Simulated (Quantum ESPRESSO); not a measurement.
## ZnS (F-43m): the LO frequency by hand

How high does the longitudinal optical mode of ZnS (F-43m) lie, given the transverse one, the Born charge and ε∞?

Method: DFT LDA, scalar-relativistic, plane waves, PseudoDojo norm-conserving pseudopotentials, in Quantum ESPRESSO 7.5.

The database entry behind the starting cell differs from later determinations by our own check (about 0.1 % short), so it need not match the best structure at ambient conditions.

**1. The relaxed structure**

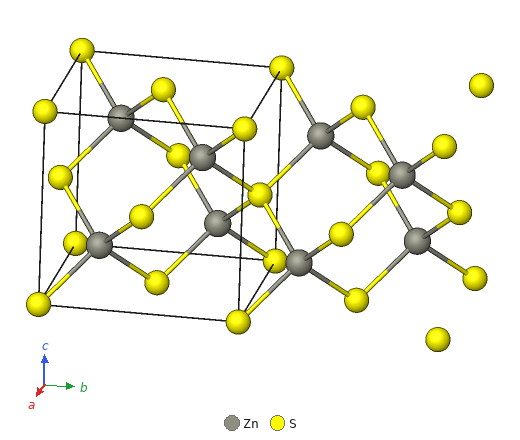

The starting structure, seen slightly off an axis (zinc grey, sulfur yellow). 1×2×1 cells are drawn. This picture shows the conventional cell, with its axes. Bonds to atoms that aren't drawn are left out. Some periodic images of atoms are drawn too.

This is the cell after its relaxation at this level of theory, not the database cell from which that began.

**2. What the response run gave**

A linear-response run on the relaxed cell, with the response to an electric field; only its zone-centre results are used. Cutoff 92 Ry, k mesh 8×8×8.

The program printed:

```text
[banners, grids, parts of the stress and lines that vanish by symmetry left out]
Program PHONON v.7.5
     Reading xml data from directory:

[...]
Exchange-correlation= PW
                           (   1   4   0   0   0   0   0)
[...]
kinetic-energy cut-off    =      92.0000  Ry
     charge density cut-off    =     368.0000  Ry
     convergence threshold     =      1.0E-18
[...]
Exchange-correlation= PW
                           (   1   4   0   0   0   0   0)
[...]
q = (   0.0000000   0.0000000   0.0000000 )
     25 Sym.Ops. (with q -> -q+G )
     G cutoff =  467.0898  (  29939 G-vectors)     FFT grid: ( 45, 45, 45)
     number of k points=    29
[...]
Mode symmetry, T_d (-43m)  point group:
[...]
Dielectric constant
[...]
End of electric fields calculation
          Dielectric constant in cartesian axis
          (       6.348391274      -0.000000000       0.000000000 )
          (       0.000000000       6.348391274      -0.000000000 )
          (      -0.000000000      -0.000000000       6.348391274 )
          Effective charges (d Force / dE) in cartesian axis without acoustic sum rule applied (asr)
           atom    1  Zn    Mean Z*:        1.90971
      Ex  (        1.90971        0.00000       -0.00000 )
      Ey  (       -0.00000        1.90971       -0.00000 )
      Ez  (        0.00000       -0.00000        1.90971 )
           atom    2  S     Mean Z*:       -1.92898
      Ex  (       -1.92898        0.00000        0.00000 )
      Ey  (        0.00000       -1.92898        0.00000 )
      Ez  (        0.00000        0.00000       -1.92898 )
          Effective charges Sum: Mean:       -0.01927
[...]
Effective charges (d Force / dE) in cartesian axis with asr applied:
           atom    1  Zn    Mean Z*:        1.91935
[...]
atom    2  S     Mean Z*:       -1.91935
[...]
Representation #   1 modes #   1   2   3
[...]
End of self-consistent calculation
     Convergence has been achieved
     Representation #   2 modes #   4   5   6
[...]
End of self-consistent calculation
     Convergence has been achieved
[...]
Dielectric constant in cartesian axis
          (       6.348391274      -0.000000000       0.000000000 )
          (       0.000000000       6.348391274      -0.000000000 )
          (      -0.000000000      -0.000000000       6.348391274 )
          Effective charges (d Force / dE) in cartesian axis without acoustic sum rule applied (asr)
           atom    1  Zn    Mean Z*:        1.90971
      Ex  (        1.90971        0.00000       -0.00000 )
      Ey  (       -0.00000        1.90971       -0.00000 )
      Ez  (        0.00000       -0.00000        1.90971 )
           atom    2  S     Mean Z*:       -1.92898
      Ex  (       -1.92898        0.00000        0.00000 )
      Ey  (        0.00000       -1.92898        0.00000 )
      Ez  (        0.00000        0.00000       -1.92898 )
          Effective charges Sum: Mean:       -0.01927
[...]
Effective charges (d Force / dE) in cartesian axis with asr applied:
           atom    1  Zn    Mean Z*:        1.91935
[...]
atom    2  S     Mean Z*:       -1.91935
[...]
q = (    0.000000000   0.000000000   0.000000000 )
[...]
freq (    1) =       0.092116 [THz] =       3.072662 [cm-1]
     freq (    2) =       0.092116 [THz] =       3.072662 [cm-1]
     freq (    3) =       0.092116 [THz] =       3.072662 [cm-1]
     freq (    4) =       8.729709 [THz] =     291.191759 [cm-1]
     freq (    5) =       8.729709 [THz] =     291.191759 [cm-1]
     freq (    6) =       8.729709 [THz] =     291.191759 [cm-1]
[...]
Mode symmetry, T_d (-43m)  point group:
     freq (   1-   3) =          3.1  [cm-1]   --> T_2  G_15 P_4   I+R
     freq (   4-   6) =        291.2  [cm-1]   --> T_2  G_15 P_4   I+R

   JOB DONE.
```

```
                       quantity   value
             cell volume Ω (Å³)  37.167
                 mass of Zn (u)  65.380
                  mass of S (u)  32.060
     Born charge of Zn, raw (e)   1.910
      Born charge of S, raw (e)  -1.929
                             ε∞   6.348
ω(TO) after the sum rule (cm⁻¹)   291.2
```

**3. The calculation**

The charges must sum to zero over the cell; taking off their mean, -0.010 e, leaves Z* = 1.919 e on Zn. In the polar mode Zn moves against S, so the reduced mass is μ = 65.38 × 32.06 / 97.44 = 21.512 u.

A longitudinal wave builds up a field that adds to the restoring force: ω(LO)² = ω(TO)² + 4π Z*² / (μ Ω ε∞), in Hartree atomic units. With μ = 39213 electron masses and Ω = 250.82 bohr³ the second term is 7.4143e-07 Ha², or 35714 cm⁻² (1 Ha = 219474.6 cm⁻¹).

So ω(LO) = √(84792 + 35714) = 347.1 cm⁻¹, and by the Lyddane-Sachs-Teller relation ε₀ = ε∞ (ω(LO)/ω(TO))² = 9.02.

**4. Check against the program**

The analysis program adds the same non-analytic term to the full matrix, here for q along (1 0 0).

The program printed:

```text
[banner, memory and clock lines left out]
Program DYNMAT v.7.5

     Reading Dynamical Matrix from file g.dyn
     ...Force constants read
     ...epsilon and Z* read

     Polarizability (A^3 units)
     multiply by 0.359351 for Clausius-Mossotti correction
        15.818679    0.000000   -0.000000
        -0.000000   15.818679   -0.000000
         0.000000   -0.000000   15.818679

     IR activities are in (D/A)^2/amu units

# mode   [cm-1]    [THz]      IR
    1      0.00    0.0000    0.0000
    2      0.00    0.0000    0.0000
    3      0.00    0.0000    0.0000
    4    291.19    8.7295    3.9510
    5    291.19    8.7295    3.9510
    6    347.13   10.4068    3.9510
```

ε₀ comes from the program's run without a direction of q.

```
    quantity  by hand  program
ω(LO) (cm⁻¹)    347.1    347.1
          ε₀     9.02     9.02
```

**5. Results**

| Property | Result |
| --- | --- |
| TO mode | 291.2 cm⁻¹ |
| LO mode | 347.1 cm⁻¹ |
| static dielectric constant | 9.022 |

What this shows: The LO mode of ZnS (F-43m) lies at 347 cm⁻¹, 56 cm⁻¹ above the TO mode; the formula meets the program within 0.1 cm⁻¹, as it must for a cubic crystal with one polar mode. ω(LO)² − ω(TO)² goes with Z*²/ε∞: an error of 5 % in ε∞ would move the LO mode by 2.5 cm⁻¹, and semilocal functionals tend to overestimate ε∞. The raw charges miss their sum by 0.019 e, a sign that the k mesh is short for the field response, so ε∞ may be some per cent too high. These are harmonic values at zero temperature, at the volume of this functional, for the structure held cubic; stability elsewhere in the zone is no part of this calculation.

[Host names and launcher messages were left out of these logs when they were recorded.]

[Logs are printed without paths, hosts, clocks, repeated set-up lines and the standing remarks that a program may print on its own settings, such as how far it seeks lower states.]

[Hosts, paths, dates, database ids (printed as entryN), source tags and the programs' standing remarks are cut or masked in the printed files.]
